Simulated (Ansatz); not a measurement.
Run report: MoSi₂, single-point calculation

- system: MoSi₂ (3 atoms in the cell)
- method: DFT PBE, scalar-relativistic, plane waves, PAW, PAW set soft_1, no spin polarisation (Ansatz 0.2.0)

The structure derives from an entry of the Crystallography Open Database. Figures and captions count atoms from 1; the log counts them from 0 in places.

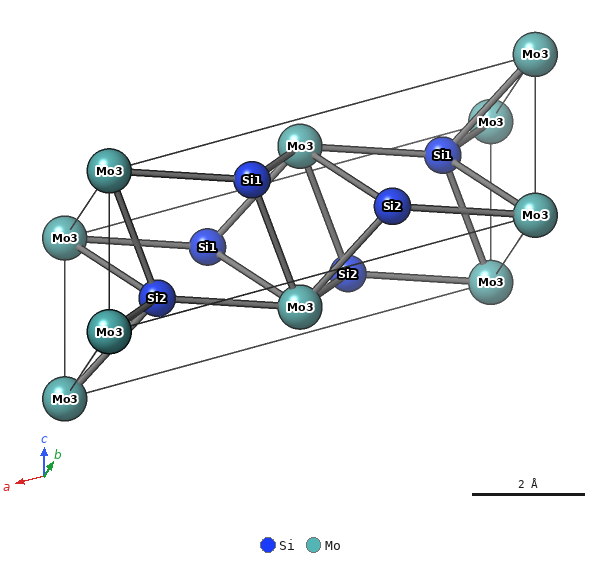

The input geometry (ball-and-stick view of the cell 2 times as large as that of the calculation, set on its symmetry axes, seen at an oblique angle; atoms are numbered from 1 in the order of the input). An atom can appear more than once, as a periodic image.

### Results in brief

```tsv
quantity	value
outcome	converged
space group (tolerance 0.01 Å)	C2/m (12)
electrons treated	22
free energy	−6228.8863 eV
Fermi energy	16.831 eV
gap on the k-point mesh	none (metallic)
pressure	14.27 GPa
largest force (length of the vector)	1.529 eV/Å
hardware	2 threads of Arm Neoverse V2, 24 GiB of memory available, shared host
wall time	30 s (CPU time 59 s)
peak memory	0.96 GiB
```

### Input file
```yaml
crystal:
  lattice:
    - [-1.5655392978, 1.5655392978, 3.9366136217]
    - [1.5655392978, -1.5655392978, 3.9366136217]
    - [1.5655392978, 1.5655392978, -3.9366136217]
  atoms:
    - { symbol: Si, position: [0.3350971189, 0.2981058086, -0.0369913103] }
    - { symbol: Si, position: [0.6649028811, 0.7018941914, 0.0369913103] }
    - { symbol: Mo, position: [0.0, 0.0, 0.0] }
basis:
  ecutwfc: 420
kpoints:
  mp_grid: { grid: [18, 18, 18] }
hamiltonian:
  xc: pbe
  pseudopotentials: { kind: paw, azcp: { folder: soft_1 } }
scf:
  occupations: { method: gaussian, width: 0.15 }
output:
  forces: true
  stress: true
  eigenvalues: true
  write_density: true
  write_potential: true
  elf: true
  volumetric_format: npy
```

Launched with:
```bash
ansatz run input.yaml --threads 2 --pin off --max-ram 4096MiB --backend cpu --events-out ev --progress --plain --runs-dir out
```

### Output
```
Engine: ansatz 0.2.0, aarch64-unknown-linux-gnu
Pseudopotentials: kind: paw
Pseudopotential: Si, paw, valence charge 4, recommended cutoff 420 eV (normal), [file]
Pseudopotential: Mo, paw, valence charge 14, recommended cutoff 420 eV (normal), [file]
Functional definition: PBE
  parameter kappa = 0.804
  parameter beta = 0.06672455060314922
  exchange = pbe_x(kappa = kappa, mu = beta*pi^2/3)
  correlation = pbe_c(beta = beta)
Crystal: 3 atoms, lattice volume = 38.593 Å³
Basis set: ecut = 420 eV, 769 PW (Γ), exchange–correlation on 64×64×64 points (8 copies of the dense FFT grid, shifted against one another)
Bands: 15, of which v1, the nominal top of the filled ones, is band 11 counted from 1 (10 counted from 0)
Symmetry: 4 space group operations
Space group: C2/m (ITA 12), of the structure as read, at distance tolerance 3.4e-5 Å
k-points: 1550 of 5832
Non-local potential: Si, projectors of the file, l = 0: 2, l = 1: 2, l = 2: 1
Non-local potential: Mo, projectors of the file, l = 0: 3, l = 1: 2, l = 2: 2, l = 3: 1
PAW form: soft (Blöchl's): semilocal exchange-correlation on the pseudo side does not see the compensation charge
PAW one-centre angular grid: Si, 110 points (default); XC on 64 Gauss nodes
PAW one-centre angular grid: Mo, 590 points (default); XC on 64 Gauss nodes
Initial density: superposition of atomic densities (chi_scale 0.1, normalization cell, long waves kept (reshape's long-wave potential 0.00 eV rms))
Initial wavefunctions: pseudopotential atomic-orbital guess
Functional: x = pbe(κ = 0.804, μ = 0.2195149727645171), c = pbe(β = 0.06672455060314922)
SCF iter   1: F=—  HF=-6230.038203 eV  |F-HF|=—  |Δ(HF+E_count)|=         —  Δρ=9.24e-2  dr2=4.86e0  ethr=3.10e-3  ⟨swp⟩=5.6  Hψ=137122  notcnv=0
preconditioner: auto → Kerker (q_TF=auto, 2.484 Å⁻¹)  [metal: Δε(μ)=0.005 eV  Ē_g=8.344 eV  σ=0.150 eV  W_gap=0.02  n_scr=10 (ndim 8)  ℏωp=22.4 eV  f_vac=0.000  D(μ)=0.63/eV (n_scr^D=2)]
SCF iter   2: F=—  HF=-6228.945393 eV  |F-HF|=—  |Δ(HF+E_count)|=    1.09e0  Δρ=3.19e-2  dr2=2.92e-1  ethr=3.10e-3  ⟨swp⟩=2.3  Hψ=57848  notcnv=0  defer=12
SCF iter   3: F=—  HF=-6228.898392 eV  |F-HF|=—  |Δ(HF+E_count)|=   4.70e-2  Δρ=1.51e-2  dr2=6.57e-2  ethr=1.33e-3  ⟨swp⟩=2.3  Hψ=34849  notcnv=0  defer=12
SCF iter   4: F=—  HF=-6228.886928 eV  |F-HF|=—  |Δ(HF+E_count)|=   1.15e-2  Δρ=2.45e-3  dr2=2.41e-3  ethr=2.98e-4  ⟨swp⟩=2.7  Hψ=35473  notcnv=0  defer=12
SCF iter   5: F=—  HF=-6228.886313 eV  |F-HF|=—  |Δ(HF+E_count)|=   6.15e-4  Δρ=3.06e-4  dr2=6.38e-5  ethr=1.10e-5  ⟨swp⟩=2.8  Hψ=38444  notcnv=0  defer=12
SCF iter   6: F=—  HF=-6228.886312 eV  |F-HF|=—  |Δ(HF+E_count)|=   8.52e-7  Δρ=3.25e-5  dr2=4.93e-7  ethr=2.90e-7  ⟨swp⟩=2.2  Hψ=29749  notcnv=0  defer=12
SCF iter   7: F=-6228.886312 eV  HF=-6228.886312 eV  |F-HF|=5.34e-9  |Δ(HF+E_count)|=   6.91e-8  Δρ=5.46e-6  dr2=1.22e-8  ethr=4.55e-10  ⟨swp⟩=9.7  Hψ=167562  notcnv=0
SCF 1 converged in 7 iterations: F = -6228.886312 eV  dr2 = 1.22e-8
  greatest PAW one-centre occupation: 0.999 electrons in one spin orbital (limit 2), on the Mo atom at site 2 (counted from 0), in its partial waves of l = 0
```

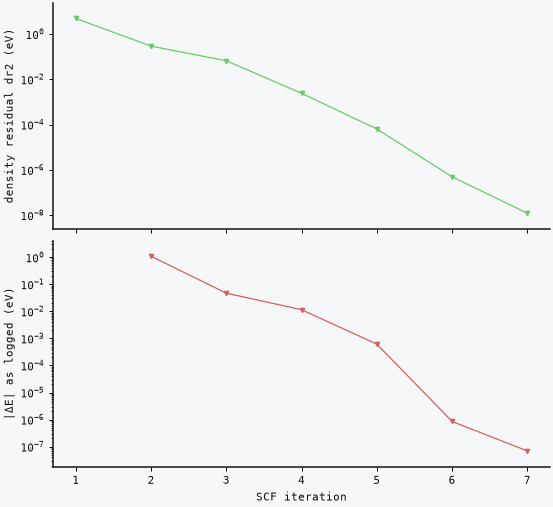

Convergence of the self-consistent field: density residual dr2 and size of the energy change against the SCF iteration. The residual falls at every step.

```
SCF converged after 7 iterations
Free energy (F): -6228.886312 eV
Harris-Foulkes:  -6228.886312 eV  (|F-HF|=5.34e-9)
Internal energy: -6228.883268 eV  (E = F + TS)
E sigma→0 (E₀):  -6228.884790 eV
Entropy (-TS):   -0.003044 eV (-1.015 meV/atom)
Fermi energy:    16.830606 eV
--- Per-component energies (eV) ---
  E_band       = -31.323257
  E_kinetic    = 516.735610
  E_local      = -1108.713281  (includes V_loc(G=0)·N_el)
  E_nonlocal   = 193.396190
  E_hartree    = 427.024331
  E_xc         = -295.024393
  E_vxc        = -323.230169  (∫ρ·V_xc dr)
  E_paw        = -4235.496783  (= ΣΔE_a)
  E_vpaw       = -163.557753  (= ΣTr[D̂ρ^β])
  E_aug_tail   = 0.000122  (compensation charges beyond the density's cutoff)
  E_ewald      = -1726.805064
  E_smearing   = -0.003044  (= −TS)
  E_closure    = 0.000000  (closes the sum)
  Σ components = -6228.886312   (vs F -6228.886312, Δ=0.00e0)
--- Forces (eV/Å), atoms counted from 1 ---
  atom   1  Si     1.52910486     0.00000000     0.01551385
  atom   2  Si    -1.52910486     0.00000000    -0.01551385
  atom   3  Mo     0.00000000     0.00000000     0.00000000
  max |Σ_I F_I| component: 1.73e-18 eV/Å
--- Stress (GPa, compression-positive) ---
       16.185839       0.000000      -2.214829
        0.000000      18.826116       0.000000
       -2.214829       0.000000       7.803133
  P = ⅓ Tr σ = 14.2717 GPa (142.717 kbar)
--- Band table (eV; the first three rows and the last of 1550) ---
  k-point 0: bands = ["-43.9069", "-18.1372", "-17.9721", "-17.9292", "2.9572", "10.0394", "13.0538", "13.4275", "14.0389", "14.2248", "17.3154", "19.5241", "20.0421", "20.6212", "20.8410"]
  k-point 1: bands = ["-43.9054", "-18.1366", "-17.9813", "-17.9367", "3.0579", "10.1328", "12.7295", "13.4651", "13.8443", "14.4854", "16.9277", "19.6084", "19.9600", "20.4533", "20.7913"]
  k-point 2: bands = ["-43.9011", "-18.1359", "-18.0073", "-17.9572", "3.3552", "10.3929", "12.2274", "13.1875", "13.5764", "14.9842", "16.0083", "19.3099", "20.2477", "20.3519", "20.8412"]
  k-point 1549: bands = ["-43.9063", "-18.1620", "-17.9739", "-17.9334", "4.7892", "6.4358", "12.9621", "14.3587", "15.9993", "16.1911", "16.3930", "16.5816", "17.4679", "21.1297", "22.1207"]
```

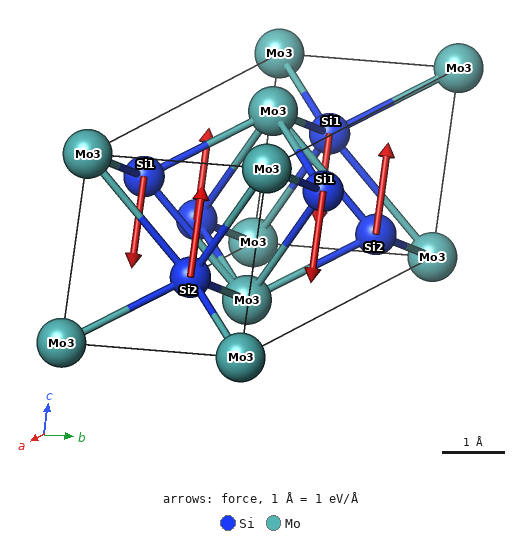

Forces on the atoms as red arrows (ball-and-stick view of the cell 2 times as large as that of the calculation, set on its symmetry axes, seen slightly off an axis; atoms are numbered from 1 in the order of the input). The largest act on Si1, Si2 (1.53 eV/Å). The geometry is not a stationary point of this energy.

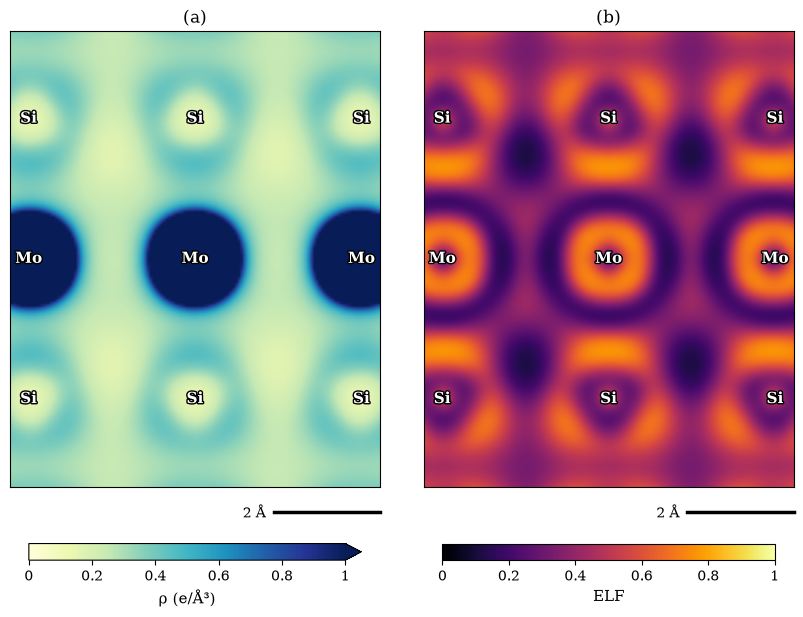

(a) valence charge density (pseudo); (b) ELF on the (101̄) plane of the conventional cell. Atoms in the plane: Si and Mo. Si–Mo (2.64 Å): ρ at the midpoint is about 0.39 e/Å³; the ELF is about 0.40 at the midpoint. Away from the nuclei the density in this plane falls to 0.16 e/Å³ at its lowest. The strong features right at Mo lie inside the PAW spheres (semicore, d or f shells) and say nothing about bonding. The fields are those of the smooth PAW valence density.

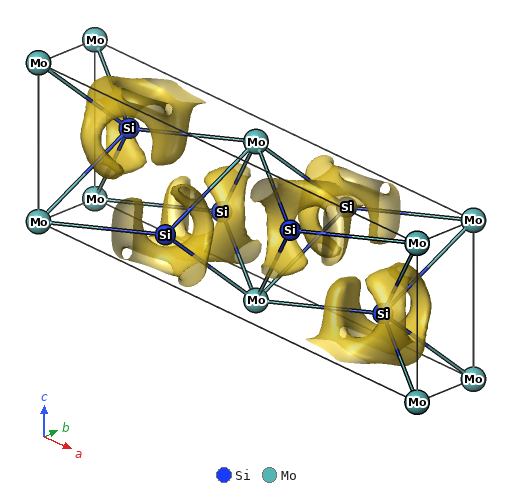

Isosurface of the electron localisation function at 0.65 (yellow), seen slightly off an axis. Core shells and regions of very low density are left out. Sticks mark near contacts. The outline is the cell set on symmetry axes. The ELF exceeds this value in channels that run through the cell in one direction, counted in one cell of 6 atoms. Along the contacts the grid gives the following. Si–Si (2.45 Å): the ELF peaks at about 0.70 between the atoms. Si–Mo (2.50 Å): the ELF is about 0.40 at the midpoint.
